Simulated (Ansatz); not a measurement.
What is the Fermi surface of HfB (space group Fm-3m, No. 225)?

Input

```yaml
crystal:
  lattice:
    - [0.0, 2.31, 2.31]
    - [2.31, 0.0, 2.31]
    - [2.31, 2.31, 0.0]
  atoms:
    - { symbol: Hf, position: [0.5, 0.5, 0.5] }
    - { symbol: B, position: [0.0, 0.0, 0.0] }
basis:
  ecutwfc: 420
kpoints:
  mp_grid: { grid: [14, 14, 14] }
hamiltonian:
  xc: pbe
  pseudopotentials: { kind: paw }
scf:
  occupations: { method: gaussian, width: 0.05 }
output:
  forces: true
  eigenvalues: true
  eigenstates:
    nscf_kmesh: { grid: [34, 34, 34] }
    top_band: c6
    de_dk: true
    localisation: true
  stress: true
checkpoint:
  write: ck
  compress: false
  write_wavefunctions: false
  write_every: 100000
```

Run with:

```sh
ansatz run input.yaml --threads 1 --pin off --max-ram 3072MiB --backend cpu --events-out ev --progress --plain --runs-dir out
```

Computed with DFT PBE, scalar-relativistic, plane waves, PAW; levels and slopes on a dense k mesh at the converged density (Ansatz). No spin polarisation. k mesh for the levels: 34×34×34. Unrelaxed database geometry (residual pressure 30 GPa). Sheets, masses and frequencies are those of this strained cell.

Three bands cross the Fermi level; this is a three-dimensional metal. The density of states at the Fermi level is 0.94 states/eV per primitive cell. The intraband plasma frequency is 7.6 eV in all directions.

Band 13: one hole pocket centred at Γ (3.5 % of the zone); mean Fermi speed 11 × 10⁵ m/s; weight B (58 %) and Hf (42 %).
Band 14: one hole pocket centred at Γ (8.4 % of the zone); mean Fermi speed 6.5 × 10⁵ m/s.
Band 15: a multiply connected open sheet, with filled and empty regions both running through the repeated zones in all directions (the band is filled at L and empty at Γ and X); weight B (62 %) and Hf (38 %).
Weights are shares of the states' density in the atoms' Voronoi cells.

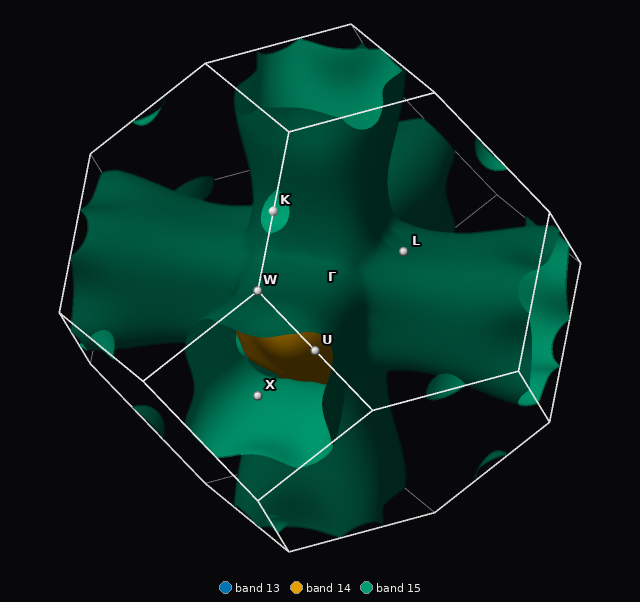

Each colour is one band. The brighter face of a sheet looks towards empty states.

Spin-orbit coupling is left out; with Hf it can split, shift or remove sheets. Necks and pockets thinner than about two mesh steps aren't resolved, so separate pockets may in truth be joined.
